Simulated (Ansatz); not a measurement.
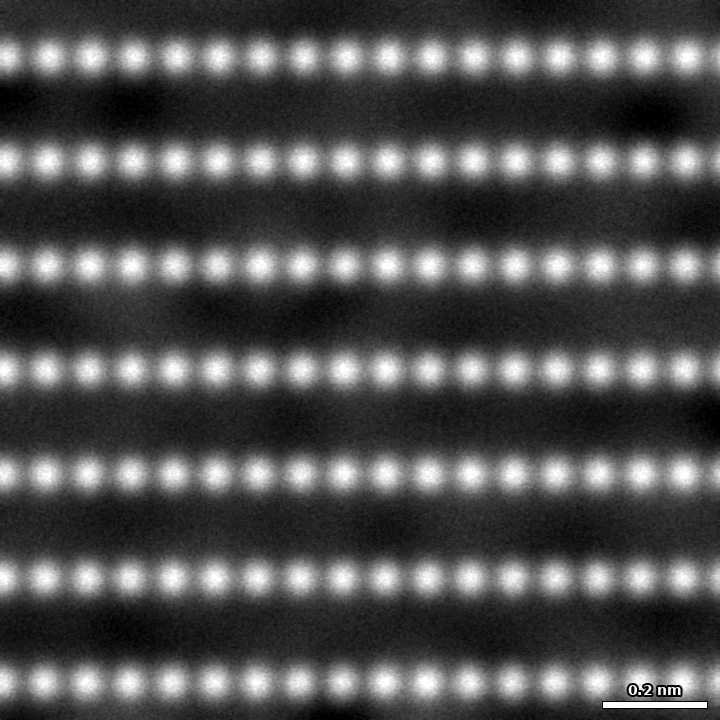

Dark-field STEM-like image of Cu (Im-3m, No. 229) along [211]. Simulated incoherent Z contrast: every atom adds Z^1.8 spread by a probe of 0.52 Å full width; channelling and multiple scattering are left out. The probe carries 25 % of its weight in a tail 2.5 times as wide. The display is stretched by a gamma of 0.8; percentages refer to the linear signal. Shot noise, a slight drift and the speckle of an amorphous layer were added. Model: the input geometry of a calculation; the starting structure was generated, so it need not be a known form of this composition.

What can be read from this image?

Answer. The columns repeat on a rectangular net of 0.83 × 2.03 Å (plane group p2mm). All columns are alike (Cu). The shortest distance between visible columns is 0.83 Å in projection. Along the beam the structure repeats every 7.02 Å.
